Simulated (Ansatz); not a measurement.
The cell of I (Fmmm). Origin of the cell: the end point of a relaxation with DFT PBE, scalar-relativistic, plane waves, PAW in Ansatz 0.2.0.

```
I
1.0
     4.54598    0.00000    0.00000
     0.00000    4.60474    0.00000
     0.00000    0.00000    9.21459
I
4
Direct
  0.00000 0.00000 0.00000
  0.00000 0.50000 0.50000
  0.50000 0.00000 0.50000
  0.50000 0.50000 0.00000
```

**Take as void every point where the procrystal density (the sum of the densities of spherically averaged neutral Hartree-Fock atoms) is below 0.002 e/bohr³. From Rb on the atoms have core potentials, so only their outer electrons count. What do the voids look like?**

The voids take about 18 % of the cell (35 Å³ of 192.9 Å³) and are bounded by about 92 Å² of surface per cell. Where they connect, they form a two-dimensional network in layers parallel to (001).

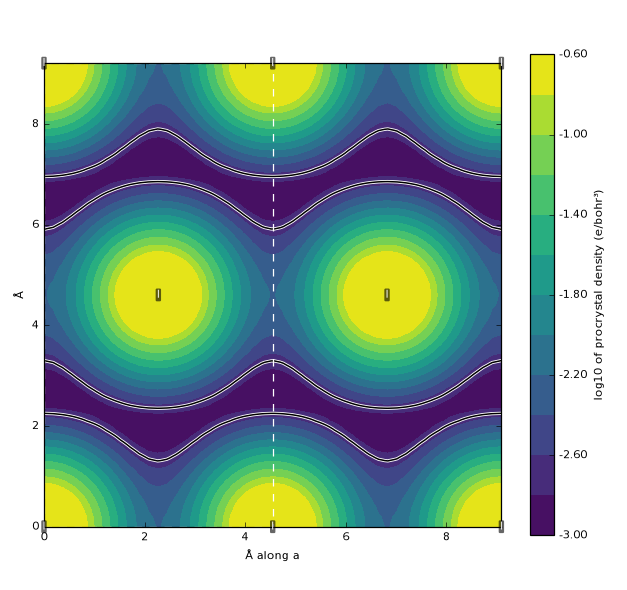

The procrystal density on the section y = 0.000 (parallel to a and c; the dashed line is one cell); the black line bounds the voids.
